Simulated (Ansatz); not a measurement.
# Copper, fcc under PBE: testing the Fermi-Dirac smearing

Aim: find which Fermi-Dirac smearing width is enough for energy and pressure. The geometry was relaxed under PBE beforehand and stays fixed; 6 values are run, from 0.01 to 1.0 eV. Wanted are the values from which on the energy stays within 10 and 1 meV/atom, and the pressure within 0.5 GPa, of the narrowest run. Within the series other settings stay, but some runs also write fields, which adds to their time. Spin polarisation is left out.

Computed with Ansatz 0.2.0 (DFT PBE, plane waves with PAW, scalar-relativistic, unless a step says otherwise).

## Step 1: Starting point

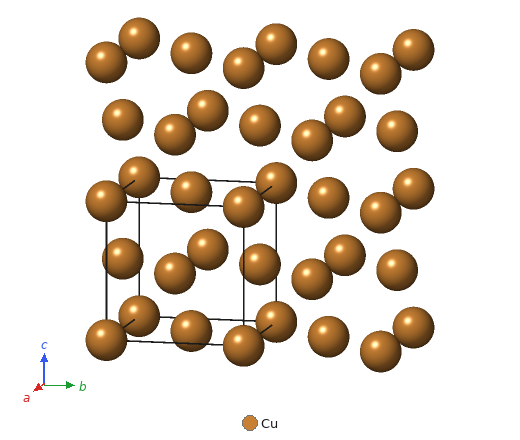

The structure, seen slightly off an axis (copper orange). 1×2×2 conventional cells are drawn; the run uses a primitive one. Any atoms on the faces are drawn again on the opposite ones.

As a file:

```xyz
1
Lattice="0.0000 1.8146 1.8146 1.8146 0.0000 1.8146 1.8146 1.8146 0.0000" Properties=species:S:1:pos:R:3 pbc="T T T"
Cu    0.0000    0.0000    0.0000
```

## Step 2: Run at 0.01 eV

The run at 0.01 eV.

Contents of input.yaml:

```yaml
crystal:
  lattice:
    - [0.0, 1.8145751207, 1.8145751207]
    - [1.8145751207, 0.0, 1.8145751207]
    - [1.8145751207, 1.8145751207, 0.0]
  atoms:
    - { symbol: Cu, position: [0.0, 0.0, 0.0] }
hamiltonian:
  xc: pbe
  pseudopotentials:
    kind: paw
    azcp:
      Cu: "pseudopotentials/Cu.paw.azcp"
basis:
  ecutwfc: 420
  fft_grid_basis: typed
kpoints:
  mp_grid: { grid: [15, 15, 15], shift: [0, 0, 0] }
magnetization:
  spin_polarized: false
scf:
  occupations: { method: fermi_dirac, width: 0.01 }
  lower_state_search: "off"
output:
  stress: true
  write_density: true
  write_potential: true
  elf: true
  volumetric_format: npy
```

Started as:

```sh
$ ansatz run input.yaml --threads 1 --pin off --max-ram 3584MiB --backend cpu --events-out ev --progress --plain --runs-dir out
```

The program printed (excerpt; [...] marks lines left out):

```text
[...]
Pseudopotentials: kind: paw
Pseudopotential: Cu, paw, valence charge 19, recommended cutoff 420 eV (normal), <dir>
Functional definition: PBE
[...]
Crystal: 1 atoms, lattice volume = 11.950 Å³
Basis set: ecut = 420 eV, 259 PW (Γ)
Bands: 14, of which v1, the nominal top of the filled ones, is band 10 counted from 1 (9 counted from 0)
Symmetry: 48 space group operations
Space group: Fm-3m (ITA 225), of the structure as read, at distance tolerance 2.3e-5 Å
k-points: 120 of 3375
[...]
SCF iter   1: F=—  HF=-6625.172794 eV  |F-HF|=—  |Δ(HF+E_count)|=         —  Δρ=1.15e-3  dr2=6.80e-5  ethr=1.77e-3  ⟨swp⟩=5.0  Hψ=8643  notcnv=0
[...]
SCF iter   6: F=-6625.172920 eV  HF=-6625.172920 eV  |F-HF|=2.09e-11  |Δ(HF+E_count)|=   6.50e-9  Δρ=7.68e-7  dr2=2.22e-11  ethr=1.10e-11  ⟨swp⟩=4.9  Hψ=8716  notcnv=0
[...]
SCF converged after 6 iterations
Free energy (F): -6625.172920 eV
[...]
E sigma→0 (E₀):  -6625.172812 eV
Entropy (-TS):   -0.000217 eV (-0.217 meV/atom)
Fermi energy:    16.629293 eV
[...]
--- Stress (GPa, compression-positive) ---
       -0.171035       0.000000       0.000000
        0.000000      -0.171035       0.000000
        0.000000      -0.000000      -0.171035
  P = ⅓ Tr σ = -0.1710 GPa (-1.710 kbar)
--- Band table (eV; the first three rows and the last of 120) ---
  k-point 0: bands = ["-96.0440", "-53.3582", "-53.3582", "-53.3582", "7.1953", "13.5399", "13.5399", "13.5399", "14.3574", "14.3574", "39.0284", "41.4380", "41.4380", "41.4380"]
[...]
```

Run time: 2.4 s. Hardware: 1 thread of Intel Xeon Platinum 8259CL at 2.50GHz (Skylake/Cascade Lake), shared host; peak memory 0.48 GiB.

## Step 3: Run at 0.03 eV

The run at 0.03 eV.

input.yaml: that of step 2 with these lines changed.

```diff
@@ -21,3 +21,3 @@
 scf:
-  occupations: { method: fermi_dirac, width: 0.01 }
+  occupations: { method: fermi_dirac, width: 0.03 }
   lower_state_search: "off"
@@ -25,5 +25 @@
   stress: true
-  write_density: true
-  write_potential: true
-  elf: true
-  volumetric_format: npy
```

Started as:

```sh
$ ansatz run input.yaml --threads 1 --pin off --max-ram 3584MiB --backend cpu --events-out ev --progress --plain --runs-dir out
```

The program printed (excerpt; [...] marks lines left out):

```text
[...]
[... 3 set-up lines as earlier in the session ...]
[...]
Crystal: 1 atoms, lattice volume = 11.950 Å³
Basis set: ecut = 420 eV, 259 PW (Γ)
Bands: 14, of which v1, the nominal top of the filled ones, is band 10 counted from 1 (9 counted from 0)
[... 2 set-up lines as earlier in the session ...]
k-points: 120 of 3375
[...]
SCF iter   1: F=—  HF=-6625.173386 eV  |F-HF|=—  |Δ(HF+E_count)|=         —  Δρ=1.12e-3  dr2=6.21e-5  ethr=1.77e-3  ⟨swp⟩=5.3  Hψ=8551  notcnv=0
[...]
SCF iter   6: F=-6625.173514 eV  HF=-6625.173514 eV  |F-HF|=1.82e-11  |Δ(HF+E_count)|=   8.36e-9  Δρ=8.89e-7  dr2=2.62e-11  ethr=1.36e-11  ⟨swp⟩=2.1  Hψ=5066  notcnv=0
[...]
SCF converged after 6 iterations
Free energy (F): -6625.173514 eV
[...]
E sigma→0 (E₀):  -6625.172915 eV
Entropy (-TS):   -0.001197 eV (-1.197 meV/atom)
Fermi energy:    16.630847 eV
[...]
--- Stress (GPa, compression-positive) ---
       -0.150187       0.000000       0.000000
        0.000000      -0.150187       0.000000
       -0.000000       0.000000      -0.150187
  P = ⅓ Tr σ = -0.1502 GPa (-1.502 kbar)
```

Wall time 1.5 s (1 thread of Intel Xeon Platinum 8259CL at 2.50GHz (Skylake/Cascade Lake), shared host); peak memory 0.47 GiB.

## Step 4: Run at 0.2 eV

The run at 0.2 eV.

input.yaml: that of step 3 with these lines changed.

```diff
@@ -21,3 +21,3 @@
 scf:
-  occupations: { method: fermi_dirac, width: 0.03 }
+  occupations: { method: fermi_dirac, width: 0.2 }
   lower_state_search: "off"
```

Started as:

```sh
$ ansatz run input.yaml --threads 1 --pin off --max-ram 3584MiB --backend cpu --events-out ev --progress --plain --runs-dir out
```

The program printed (excerpt; [...] marks lines left out):

```text
[...]
[... 3 set-up lines as earlier in the session ...]
[...]
Crystal: 1 atoms, lattice volume = 11.950 Å³
Basis set: ecut = 420 eV, 259 PW (Γ)
Bands: 14, of which v1, the nominal top of the filled ones, is band 10 counted from 1 (9 counted from 0)
[... 2 set-up lines as earlier in the session ...]
k-points: 120 of 3375
[...]
SCF iter   1: F=—  HF=-6625.194103 eV  |F-HF|=—  |Δ(HF+E_count)|=         —  Δρ=1.09e-3  dr2=5.75e-5  ethr=1.77e-3  ⟨swp⟩=4.8  Hψ=8100  notcnv=0
[...]
SCF iter   6: F=-6625.194233 eV  HF=-6625.194233 eV  |F-HF|=1.82e-11  |Δ(HF+E_count)|=   1.12e-8  Δρ=1.07e-6  dr2=3.52e-11  ethr=1.67e-11  ⟨swp⟩=2.1  Hψ=5117  notcnv=0
[...]
SCF converged after 6 iterations
Free energy (F): -6625.194233 eV
[...]
E sigma→0 (E₀):  -6625.173429 eV
Entropy (-TS):   -0.041608 eV (-41.608 meV/atom)
Fermi energy:    16.561169 eV
[...]
--- Stress (GPa, compression-positive) ---
        0.190572       0.000000       0.000000
        0.000000       0.190572      -0.000000
        0.000000      -0.000000       0.190572
  P = ⅓ Tr σ = 0.1906 GPa (1.906 kbar)
```

Run time: 2.5 s. Hardware: 1 thread of Intel Xeon Platinum 8259CL at 2.50GHz (Skylake/Cascade Lake), shared host; peak memory 0.46 GiB.

## Step 5: Run at 0.3 eV

The run at 0.3 eV.

input.yaml: that of step 4 with these lines changed.

```diff
@@ -21,3 +21,3 @@
 scf:
-  occupations: { method: fermi_dirac, width: 0.2 }
+  occupations: { method: fermi_dirac, width: 0.3 }
   lower_state_search: "off"
@@ -25 +25,5 @@
   stress: true
+  write_density: true
+  write_potential: true
+  elf: true
+  volumetric_format: npy
```

Started as:

```sh
$ ansatz run input.yaml --threads 1 --pin off --max-ram 3584MiB --backend cpu --events-out ev --progress --plain --runs-dir out
```

The program printed (excerpt; [...] marks lines left out):

```text
[...]
[... 3 set-up lines as earlier in the session ...]
[...]
Crystal: 1 atoms, lattice volume = 11.950 Å³
Basis set: ecut = 420 eV, 259 PW (Γ)
Bands: 14, of which v1, the nominal top of the filled ones, is band 10 counted from 1 (9 counted from 0)
[... 2 set-up lines as earlier in the session ...]
k-points: 120 of 3375
[...]
SCF iter   1: F=—  HF=-6625.221817 eV  |F-HF|=—  |Δ(HF+E_count)|=         —  Δρ=2.99e-3  dr2=6.08e-4  ethr=1.77e-3  ⟨swp⟩=4.1  Hψ=7859  notcnv=0
[...]
SCF iter   6: F=-6625.221843 eV  HF=-6625.221843 eV  |F-HF|=5.46e-12  |Δ(HF+E_count)|=  2.44e-10  Δρ=2.10e-7  dr2=1.30e-12  ethr=1.00e-12  ⟨swp⟩=4.0  Hψ=7747  notcnv=0
[...]
SCF converged after 6 iterations
Free energy (F): -6625.221843 eV
[...]
E sigma→0 (E₀):  -6625.168788 eV
Entropy (-TS):   -0.106110 eV (-106.110 meV/atom)
Fermi energy:    16.571505 eV
[...]
--- Stress (GPa, compression-positive) ---
        0.525627       0.000000       0.000000
        0.000000       0.525627       0.000000
        0.000000       0.000000       0.525627
  P = ⅓ Tr σ = 0.5256 GPa (5.256 kbar)
--- Band table (eV; the first three rows and the last of 120) ---
  k-point 0: bands = ["-96.0630", "-53.3765", "-53.3765", "-53.3765", "7.1947", "13.5253", "13.5253", "13.5253", "14.3418", "14.3418", "39.0291", "41.4367", "41.4367", "41.4367"]
[...]
```

Wall time 2.4 s (1 thread of Intel Xeon Platinum 8259CL at 2.50GHz (Skylake/Cascade Lake), shared host); peak memory 0.47 GiB.

## Step 6: Run at 0.6 eV

The run at 0.6 eV.

input.yaml: that of step 5 with these lines changed.

```diff
@@ -21,3 +21,3 @@
 scf:
-  occupations: { method: fermi_dirac, width: 0.3 }
+  occupations: { method: fermi_dirac, width: 0.6 }
   lower_state_search: "off"
@@ -25,5 +25 @@
   stress: true
-  write_density: true
-  write_potential: true
-  elf: true
-  volumetric_format: npy
```

Started as:

```sh
$ ansatz run input.yaml --threads 1 --pin off --max-ram 3584MiB --backend cpu --events-out ev --progress --plain --runs-dir out
```

The program printed (excerpt; [...] marks lines left out):

```text
band count auto-derived: 15 (N_el = 19.0; filled up to band 10; 14 by the electrons, moments and atoms)
[...]
[... 3 set-up lines as earlier in the session ...]
[...]
Crystal: 1 atoms, lattice volume = 11.950 Å³
Basis set: ecut = 420 eV, 259 PW (Γ)
Bands: 15, of which v1, the nominal top of the filled ones, is band 10 counted from 1 (9 counted from 0)
[... 2 set-up lines as earlier in the session ...]
k-points: 120 of 3375
[...]
SCF iter   1: F=—  HF=-6625.426715 eV  |F-HF|=—  |Δ(HF+E_count)|=         —  Δρ=1.94e-2  dr2=2.73e-2  ethr=1.77e-3  ⟨swp⟩=4.2  Hψ=8092  notcnv=0
[...]
SCF iter   6: F=-6625.421995 eV  HF=-6625.421995 eV  |F-HF|=5.46e-12  |Δ(HF+E_count)|=  2.65e-10  Δρ=3.03e-7  dr2=6.90e-12  ethr=4.90e-12  ⟨swp⟩=1.4  Hψ=5283  notcnv=0
[...]
SCF converged after 6 iterations
Free energy (F): -6625.421995 eV
[...]
E sigma→0 (E₀):  -6625.120523 eV
Entropy (-TS):   -0.602944 eV (-602.944 meV/atom)
Fermi energy:    16.810849 eV
[...]
--- Stress (GPa, compression-positive) ---
        3.400948      -0.000000       0.000000
       -0.000000       3.400948      -0.000000
        0.000000       0.000000       3.400948
  P = ⅓ Tr σ = 3.4009 GPa (34.009 kbar)
```

It took 2 s on 1 thread of Intel Xeon Platinum 8259CL at 2.50GHz (Skylake/Cascade Lake), shared host; peak memory 0.46 GiB.

## Step 7: Run at 1.0 eV

The run at 1.0 eV.

input.yaml: that of step 6 with these lines changed.

```diff
@@ -21,3 +21,3 @@
 scf:
-  occupations: { method: fermi_dirac, width: 0.6 }
+  occupations: { method: fermi_dirac, width: 1.0 }
   lower_state_search: "off"
@@ -25 +25,5 @@
   stress: true
+  write_density: true
+  write_potential: true
+  elf: true
+  volumetric_format: npy
```

Started as:

```sh
$ ansatz run input.yaml --threads 1 --pin off --max-ram 3584MiB --backend cpu --events-out ev --progress --plain --runs-dir out
```

The program printed (excerpt; [...] marks lines left out):

```text
band count auto-derived: 16 (N_el = 19.0; filled up to band 10; 14 by the electrons, moments and atoms)
[...]
[... 3 set-up lines as earlier in the session ...]
[...]
Crystal: 1 atoms, lattice volume = 11.950 Å³
Basis set: ecut = 420 eV, 259 PW (Γ)
Bands: 16, of which v1, the nominal top of the filled ones, is band 10 counted from 1 (9 counted from 0)
[... 2 set-up lines as earlier in the session ...]
k-points: 120 of 3375
[...]
SCF iter   1: F=—  HF=-6626.030299 eV  |F-HF|=—  |Δ(HF+E_count)|=         —  Δρ=4.76e-2  dr2=1.64e-1  ethr=1.77e-3  ⟨swp⟩=4.6  Hψ=8313  notcnv=0
[...]
SCF iter   6: F=-6626.000789 eV  HF=-6626.000789 eV  |F-HF|=2.55e-11  |Δ(HF+E_count)|=  1.64e-10  Δρ=6.77e-7  dr2=3.37e-11  ethr=3.35e-11  ⟨swp⟩=4.9  Hψ=9638  notcnv=0
[...]
SCF converged after 6 iterations
Free energy (F): -6626.000789 eV
[...]
E sigma→0 (E₀):  -6625.064764 eV
Entropy (-TS):   -1.872050 eV (-1872.050 meV/atom)
Fermi energy:    17.281604 eV
[...]
--- Stress (GPa, compression-positive) ---
       10.487892       0.000000       0.000000
        0.000000      10.487892      -0.000000
        0.000000       0.000000      10.487892
  P = ⅓ Tr σ = 10.4879 GPa (104.879 kbar)
--- Band table (eV; the first three rows and the last of 120) ---
  k-point 0: bands = ["-96.5065", "-53.8046", "-53.8046", "-53.8046", "7.1788", "13.1833", "13.1833", "13.1833", "13.9753", "13.9753", "39.0397", "41.4055", "41.4055", "41.4055", "43.8414", "43.8414"]
[...]
```

Wall time 2.6 s (1 thread of Intel Xeon Platinum 8259CL at 2.50GHz (Skylake/Cascade Lake), shared host); peak memory 0.47 GiB.

## Step 8: Convergence table

Energies count from the run at 0.01 eV.

| smearing (eV) | F (meV/atom) | E(σ → 0) (meV/atom) | P (GPa) | SCF cycles | CPU time |
| --- | --- | --- | --- | --- | --- |
| 0.01 | 0.00 | 0.00 | -0.17 | 6 | 2.4 s |
| 0.03 | -0.59 | -0.10 | -0.15 | 6 | 1.5 s |
| 0.2 | -21.31 | -0.62 | 0.19 | 6 | 2.5 s |
| 0.3 | -48.92 | 4.02 | 0.53 | 6 | 2.4 s |
| 0.6 | -249.07 | 52.29 | 3.40 | 6 | 2 s |
| 1.0 | -827.87 | 108.05 | 10.49 | 6 | 2.6 s |

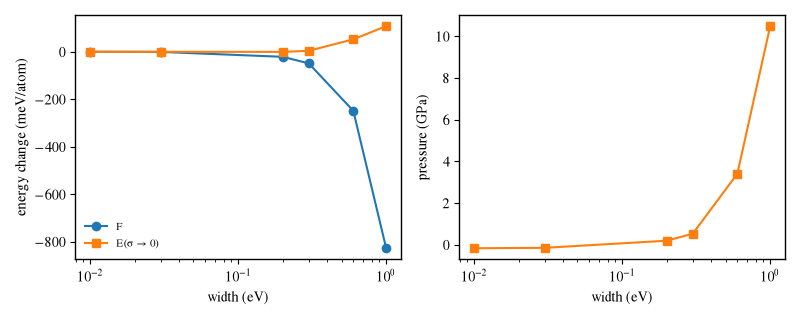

Energy and pressure against the Fermi-Dirac smearing width.

## Step 9: Summary of results

```
                                           quantity                       value
       E(σ → 0) stays within 10 meV/atom of 0.01 eV                up to 0.3 eV
                   E(σ → 0) stays within 1 meV/atom                up to 0.2 eV
                      pressure stays within 0.5 GPa                up to 0.2 eV
                                pressure at 0.01 eV                   -0.17 GPa
energy of a separate run on a finer mesh (24×24×24)  -2.2 meV/atom from 0.01 eV
```

The far end, 1.0 eV, lies +108.0 meV/atom and +10.7 GPa from the yardstick. Over the range F shifts by -827.9 meV/atom, while E(σ → 0) shifts by +108.0. In theory F falls as the square of the width under this scheme, but here the ratio is not steady: the mesh at narrow widths, or a density of states that varies over the wide ones, can both cause that. The mesh (15×15×15) is fixed, so the narrowest widths carry a k-point error of their own. The yardstick itself is unsettled by 2.2 meV/atom against the finer mesh, so the thresholds above hold only within this series, and wider smearing, which averages over more states, can land nearer the fine-mesh value than the narrowest does.
